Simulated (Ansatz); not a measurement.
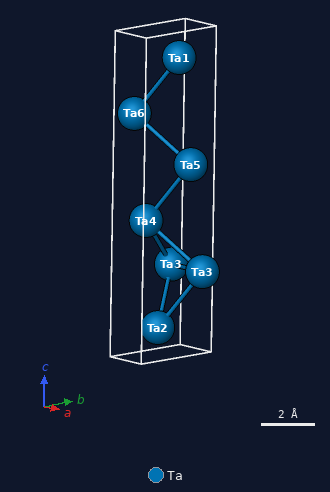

Figure 1. The structure as given in the input (ball-and-stick view of the cell of the calculation, seen slightly off an axis; atoms are numbered from 1 in the order of the input). An atom can appear more than once, as a periodic image. Near neighbours in the periodic cell (some may lie outside the picture): Ta has 10 Ta at 2.29 to 2.93 Å; Ta has 12 Ta at 2.93 Å.

**Mending a single-point calculation on Ta**

System: Ta (C2/m, 6 atoms in the cell).
Method of run 1: DFT, LDA, plane waves, PAW, PAW set soft_1, no spin polarisation (Ansatz 0.2.0).

The structure derives from an entry of the Crystallography Open Database. Some settings of this run were made unusual or wrong on purpose. Text and figures count atoms from 1; the logs count them from 0 in places.

## Input file, run 1
```yaml
crystal:
  lattice:
    - [-2.0699878313, -2.0699878313, 0.0]
    - [2.0699878313, -2.0699878313, 0.0]
    - [0.6899959438, -1.3799918875, 12.4199269876]
  atoms:
    - { symbol: Ta, position: [-0.152775, -0.458325, 0.91665] }
    - { symbol: Ta, position: [0.4861138889, 0.4583416667, 0.0833166667] }
    - { symbol: Ta, position: [-0.0416638889, -0.1249916667, 0.2499833333] }
    - { symbol: Ta, position: [0.4305583333, 0.291675, 0.41665] }
    - { symbol: Ta, position: [-0.0972194444, -0.2916583333, 0.5833166667] }
    - { symbol: Ta, position: [0.3750027778, 0.1250083333, 0.7499833333] }
basis:
  ecutwfc: 420
kpoints:
  mp_grid: { grid: [1, 1, 1] }
hamiltonian:
  xc: lda
  pseudopotentials: { kind: paw, azcp: { folder: soft_1 } }
scf:
  occupations: { method: gaussian, width: 0.15 }
  max_iter: 100
output:
  forces: true
  eigenvalues: true
  stress: true
```

Launched with:
```bash
ansatz run input.yaml --threads 2 --pin off --max-ram 4096MiB --backend cpu --events-out ev --progress --plain --runs-dir out
```

Hardware: 2 threads of Arm Neoverse N1, 98 GiB of memory available, shared host.

## Output, shortened to warnings, some set-up lines, iterations and results (run 1)
```
Warning: [file] the record states the generating functional pbe (its physics header spells it `PBE`), which answers neither for hamiltonian.xc's functional nor for the lda family's — results may be inconsistent (PPs are generated against a specific XC)
Basis set: ecut = 420 eV, 2047 PW (Γ)
Symmetry: 4 space group operations
k-points: 1
Initial density: superposition of atomic densities (chi_scale 0.1, normalization cell)
[...]
SCF iter   1: F=—  HF=-58110.543038 eV  |F-HF|=—  |Δ(HF+E_count)|=         —  Δρ=1.23e-1  dr2=3.44e1  ethr=3.10e-3  ⟨swp⟩=4.0  Hψ=166  notcnv=0
SCF iter   2: F=—  HF=-58107.802042 eV  |F-HF|=—  |Δ(HF+E_count)|=    2.74e0  Δρ=6.85e-2  dr2=7.50e0  ethr=3.10e-3  ⟨swp⟩=3.0  Hψ=76  notcnv=0
SCF iter   3: F=—  HF=-58106.914623 eV  |F-HF|=—  |Δ(HF+E_count)|=   8.87e-1  Δρ=2.86e-2  dr2=2.15e0  ethr=3.10e-3  ⟨swp⟩=2.0  Hψ=70  notcnv=0
SCF iter   4: F=—  HF=-58106.790533 eV  |F-HF|=—  |Δ(HF+E_count)|=   1.24e-1  Δρ=7.81e-3  dr2=1.05e-1  ethr=2.76e-3  ⟨swp⟩=1.0  Hψ=55  notcnv=0
SCF iter   5: F=—  HF=-58106.781222 eV  |F-HF|=—  |Δ(HF+E_count)|=   9.31e-3  Δρ=3.54e-3  dr2=2.78e-2  ethr=1.35e-4  ⟨swp⟩=1.0  Hψ=47  notcnv=0
SCF iter   6: F=—  HF=-58106.778943 eV  |F-HF|=—  |Δ(HF+E_count)|=   2.28e-3  Δρ=1.26e-3  dr2=9.55e-3  ethr=3.56e-5  ⟨swp⟩=1.0  Hψ=47  notcnv=0
SCF iter   7: F=—  HF=-58106.778641 eV  |F-HF|=—  |Δ(HF+E_count)|=   3.02e-4  Δρ=2.71e-4  dr2=2.22e-4  ethr=1.22e-5  ⟨swp⟩=1.0  Hψ=47  notcnv=0
SCF iter   8: F=—  HF=-58106.778618 eV  |F-HF|=—  |Δ(HF+E_count)|=   2.33e-5  Δρ=8.81e-5  dr2=1.72e-5  ethr=2.84e-7  ⟨swp⟩=3.0  Hψ=50  notcnv=0
SCF iter   9: F=—  HF=-58106.778630 eV  |F-HF|=—  |Δ(HF+E_count)|=   1.24e-5  Δρ=2.49e-5  dr2=4.59e-6  ethr=2.20e-8  ⟨swp⟩=2.0  Hψ=59  notcnv=0
SCF iter  10: F=—  HF=-58106.778630 eV  |F-HF|=—  |Δ(HF+E_count)|=   1.72e-7  Δρ=1.07e-5  dr2=1.58e-6  ethr=5.89e-9  ⟨swp⟩=1.0  Hψ=47  notcnv=0
SCF iter  11: F=-58106.778630 eV  HF=-58106.778630 eV  |F-HF|=1.30e-8  |Δ(HF+E_count)|=   3.41e-8  Δρ=2.32e-6  dr2=1.54e-8  ethr=1.28e-10  ⟨swp⟩=7.0  Hψ=178  notcnv=0
SCF 1 converged in 11 iterations: F = -58106.778630 eV  dr2 = 1.54e-8
SCF converged after 11 iterations
Free energy (F): -58106.778630 eV
Harris-Foulkes:  -58106.778630 eV  (|F-HF|=1.30e-8)
Internal energy: -58106.482939 eV  (E = F + TS)
E sigma→0 (E₀):  -58106.630785 eV
Entropy (-TS):   -0.295691 eV (-49.282 meV/atom)
Fermi energy:    19.460941 eV
--- Per-component energies (eV) ---
  E_band       = -613.766610
  E_kinetic    = 2380.726625
  E_local      = -3388.738406  (includes V_loc(G=0)·N_el)
  E_nonlocal   = -32.382420
  E_hartree    = 1244.395083
  E_xc         = -1921.703412
  E_vxc        = -1417.520566  (∫ρ·V_xc dr)
  E_paw        = -48346.225307  (= ΣΔE_a)
  E_vpaw       = -644.643651  (= ΣTr[D̂ρ^β])
  E_aug_tail   = 0.000582  (compensation charges beyond the density's cutoff)
  E_ewald      = -8044.109667
  E_core_change = 1.553983  (= ΣΔE_core)
  E_smearing   = -0.295691  (= −TS)
  E_closure    = -0.000000  (closes the sum)
  Σ components = -58106.778630   (vs F -58106.778630, Δ=0.00e0)
--- Forces (eV/Å), atoms counted from 1 ---
  atom   1  Ta    -1.20513583    -1.20513583     1.95308454
  atom   2  Ta     1.20513583     1.20513583    -1.95308454
  atom   3  Ta     0.12999846     0.12999846     1.96527834
  atom   4  Ta     0.51011350     0.51011350    -1.42819115
  atom   5  Ta    -0.51011350    -0.51011350     1.42819115
  atom   6  Ta    -0.12999846    -0.12999846    -1.96527834
  max |Σ_I F_I| component: 2.22e-16 eV/Å
--- Stress (GPa, compression-positive) ---
        2.344076     -19.455860      -1.209711
      -19.455860       2.344076      -1.209711
       -1.209711      -1.209711      21.363001
  P = ⅓ Tr σ = 8.6837 GPa (86.837 kbar)
```

**What went wrong, and how is the input to be mended?**

A setting was made wrong on purpose: one k-point for a small cell (`kpoints.mp_grid.grid`). One point cannot sample the zone of a small cell. The program still converged, but the numbers can't be taken as results for the intended system. The program warns: the PAW datasets were made with another functional. So coarse a mesh can miss the band edges, so the true gap of this method can be much smaller, or zero.

A run of the same system that converges differs from this input as follows (lines with − go, lines with + come):
```diff
-  mp_grid: { grid: [1, 1, 1] }
+  mp_grid: { grid: [15, 15, 4] }
-  max_iter: 100
```

## Output, shortened to warnings, some set-up lines, iterations and results (run 2)
```
Warning: [file] the record states the generating functional pbe (its physics header spells it `PBE`), which answers neither for hamiltonian.xc's functional nor for the lda family's — results may be inconsistent (PPs are generated against a specific XC)
Warning: crystal.symmetry: narrowed to the stabiliser of the k-point mesh — unitary ops 4 → 2; excluded 2 operations that carry a point of the 15×15×4 mesh (shift [0, 0, 0]) off the mesh (the run samples exactly the mesh kpoints.mp_grid names, as under crystal.symmetry.detect: false, and its converged state has the mesh's symmetry, not the crystal's; ε∞, the Born charges and the force constants …
Basis set: ecut = 420 eV, 2047 PW (Γ)
Symmetry: 2 space group operations
k-points: 451 of 900
Initial density: superposition of atomic densities (chi_scale 0.1, normalization cell)
[...]
SCF iter   1: F=—  HF=-58097.980441 eV  |F-HF|=—  |Δ(HF+E_count)|=         —  Δρ=4.65e-2  dr2=3.37e0  ethr=3.10e-3  ⟨swp⟩=5.0  Hψ=80720  notcnv=0
SCF iter   2: F=—  HF=-58097.382300 eV  |F-HF|=—  |Δ(HF+E_count)|=   5.98e-1  Δρ=2.60e-2  dr2=6.77e-1  ethr=3.10e-3  ⟨swp⟩=2.0  Hψ=27304  notcnv=0  defer=512
SCF iter   3: F=—  HF=-58097.157771 eV  |F-HF|=—  |Δ(HF+E_count)|=   2.25e-1  Δρ=9.79e-3  dr2=1.18e-1  ethr=8.68e-4  ⟨swp⟩=3.0  Hψ=38372  notcnv=0  defer=514
SCF iter   4: F=—  HF=-58097.125959 eV  |F-HF|=—  |Δ(HF+E_count)|=   3.18e-2  Δρ=8.96e-4  dr2=1.50e-3  ethr=1.51e-4  ⟨swp⟩=2.3  Hψ=29878  notcnv=0  defer=514
SCF iter   5: F=—  HF=-58097.125729 eV  |F-HF|=—  |Δ(HF+E_count)|=   2.29e-4  Δρ=1.75e-4  dr2=6.13e-5  ethr=1.93e-6  ⟨swp⟩=2.2  Hψ=27737  notcnv=0  defer=514
SCF iter   6: F=—  HF=-58097.125715 eV  |F-HF|=—  |Δ(HF+E_count)|=   1.47e-5  Δρ=4.39e-5  dr2=3.69e-6  ethr=7.86e-8  ⟨swp⟩=2.0  Hψ=27389  notcnv=0  defer=514
SCF iter   7: F=-58097.125714 eV  HF=-58097.125714 eV  |F-HF|=3.11e-8  |Δ(HF+E_count)|=   8.96e-7  Δρ=8.79e-6  dr2=8.07e-8  ethr=1.28e-10  ⟨swp⟩=8.5  Hψ=96364  notcnv=0
SCF 1 converged in 7 iterations: F = -58097.125714 eV  dr2 = 8.07e-8
SCF converged after 7 iterations
Free energy (F): -58097.125714 eV
Harris-Foulkes:  -58097.125714 eV  (|F-HF|=3.11e-8)
Internal energy: -58097.056101 eV  (E = F + TS)
E sigma→0 (E₀):  -58097.090907 eV
Entropy (-TS):   -0.069613 eV (-11.602 meV/atom)
Fermi energy:    18.867187 eV
--- Per-component energies (eV) ---
  E_band       = -631.527447
  E_kinetic    = 2375.283948
  E_local      = -3350.126651  (includes V_loc(G=0)·N_el)
  E_nonlocal   = -34.501202
  E_hartree    = 1216.071037
  E_xc         = -1914.598737
  E_vxc        = -1408.732034  (∫ρ·V_xc dr)
  E_paw        = -48346.629394  (= ΣΔE_a)
  E_vpaw       = -645.589243  (= ΣTr[D̂ρ^β])
  E_aug_tail   = 0.000583  (compensation charges beyond the density's cutoff)
  E_ewald      = -8044.109667
  E_core_change = 1.553983  (= ΣΔE_core)
  E_smearing   = -0.069613  (= −TS)
  E_closure    = 0.000000  (closes the sum)
  Σ components = -58097.125714   (vs F -58097.125714, Δ=0.00e0)
--- Forces (eV/Å), atoms counted from 1 ---
  atom   1  Ta    -1.12820914    -1.12768769    -3.06624981
  atom   2  Ta     1.12820914     1.12768769     3.06624981
  atom   3  Ta    -0.28276298    -0.28303228     0.14376126
  atom   4  Ta     0.00538288     0.00541833    -0.03674212
  atom   5  Ta    -0.00538288    -0.00541833     0.03674212
  atom   6  Ta     0.28276298     0.28303228    -0.14376126
  max |Σ_I F_I| component: 0.00e0 eV/Å
--- Stress (GPa, compression-positive) ---
       -0.746811       1.876594       0.915733
        1.876594      -0.731831       0.918599
        0.915733       0.918598      13.107413
  P = ⅓ Tr σ = 3.8763 GPa (38.763 kbar)
```

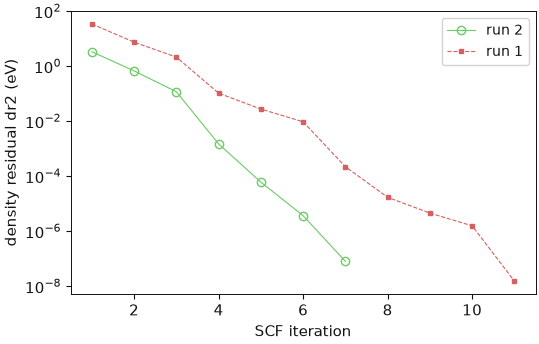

Figure 2. Convergence of the two runs: density residual dr2 against the SCF iteration. Run 2 takes 7 iterations in all, and run 1 takes 11.

## The two runs side by side

| quantity | run 1 | run 2 |
| --- | --- | --- |
| outcome | converged | converged |
| free energy per atom (eV) | −9684.4631 | −9682.8543 |
| energy per atom, smearing taken to zero (eV) | −9684.4385 | −9682.8485 |
| pressure (GPa) | 8.68 | 3.88 |
| largest force (eV/Å) | 2.592 | 3.456 |
| SCF iterations | 11 | 7 |
| irreducible k-points | 1 | 451 |
| plane waves at Γ | 2047 | 2047 |
| wall time (shared host) | 0.81 s | 1.8 min |

The free energy of run 2 is 1608.8 meV per atom higher, which comes mainly from the change of mesh; a solver setting shouldn't move a converged energy. The pressure goes from 8.68 to 3.88 GPa. The largest force goes from 2.592 to 3.456 eV/Å. The SCF takes 7 iterations against 11. The irreducible k-points go from 1 to 451.

Notes on run 2: The program warns: the PAW datasets were made with another functional; the k-point mesh lowers the symmetry that the run can use. Spin–orbit coupling is left out, which matters for Ta.
